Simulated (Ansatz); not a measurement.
A periodic structure is given below.

```
CELL_PARAMETERS angstrom
5.92556 0.00000 0.00000
0.00000 5.92556 0.00000
0.00000 0.00000 5.92556
ATOMIC_POSITIONS crystal
Cd 0.00000 0.00000 0.00000
S 0.25000 0.25000 0.25000
Cd 0.00000 0.50000 0.50000
S 0.25000 0.75000 0.75000
Cd 0.50000 0.00000 0.50000
S 0.75000 0.25000 0.75000
Cd 0.50000 0.50000 0.00000
S 0.75000 0.75000 0.25000
```

Give a crystallographic description of this input.

Formula: CdS. The lattice is face-centred cubic and the space group F-43m (No. 216). Among the common structure types it is zinc blende (sphalerite type). In the cell are 4 Cd, 4 S, which makes 4 formula units. The polyhedra are CdS4 tetrahedra; they share corners. About every Cd there are four S in a tetrahedral arrangement at 2.57 Å. The neighbours of S are four Cd in a tetrahedral arrangement at 2.57 Å. The bonds build a three-dimensional framework.

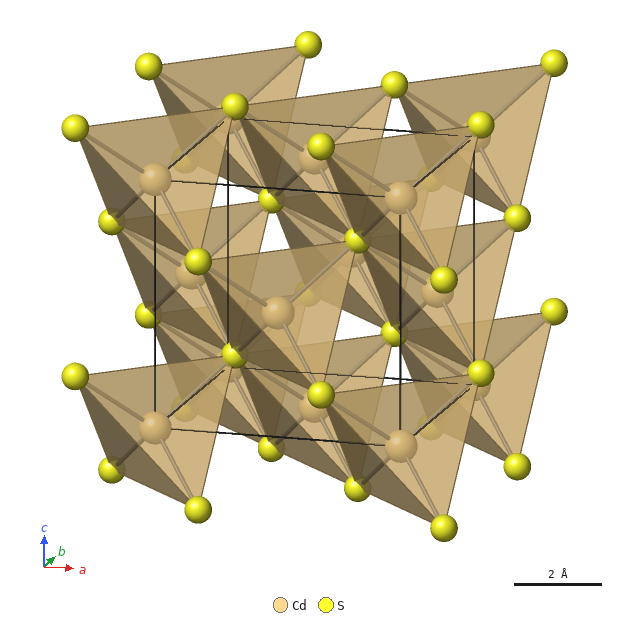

An orthographic polyhedral view of the structure, slightly off an axis. The conventional unit cell is drawn as a box. A few atoms beyond the faces are included. Colours: cadmium orange, sulfur yellow.

It goes back to a structure listed in the Materials Project, with elements exchanged, so it need not be a known form of the compound. Earlier steps of the study may have refined or changed the cell and positions. It was run through Ansatz as a DFT input.
